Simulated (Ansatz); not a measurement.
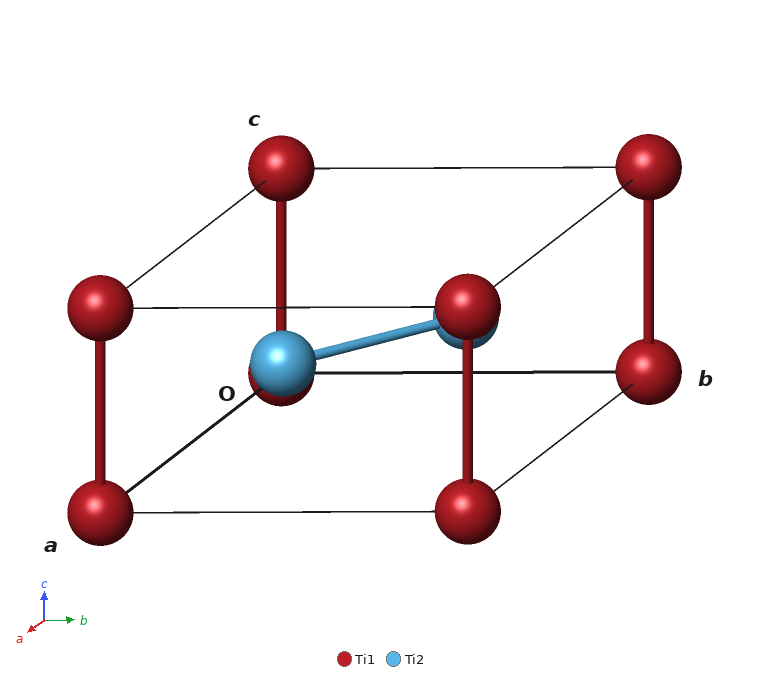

One unit cell; atoms that symmetry makes equivalent share a colour (atoms on faces, edges and corners are repeated). Crystal: Ti, the end point of a relaxation with DFT, BLYP, plane waves (420 eV) with PAW, scalar-relativistic in Ansatz 0.2.0; the starting structure was generated, so it need not be a known form of this composition. The drawing is computed from the coordinates (standard cell, symmetry found to 0.002 Å).

a = 4.615 Å, b = 4.615 Å, c = 2.856 Å, α = 90.00°, β = 90.00°, γ = 120.00°; space group P6/mmm (No. 191).

One atom of each site: Ti1 (0, 0, 0); Ti2 (1/3, 2/3, 1/2).

> Give the multiplicity, Wyckoff letter and site symmetry of each site.

| site | Wyckoff | symmetry |
| --- | --- | --- |
| Ti1 | 1a | 6/mmm |
| Ti2 | 2d | -6m2 |

> How many free positional parameters does the structure have?

0: Ti1 0, Ti2 0.
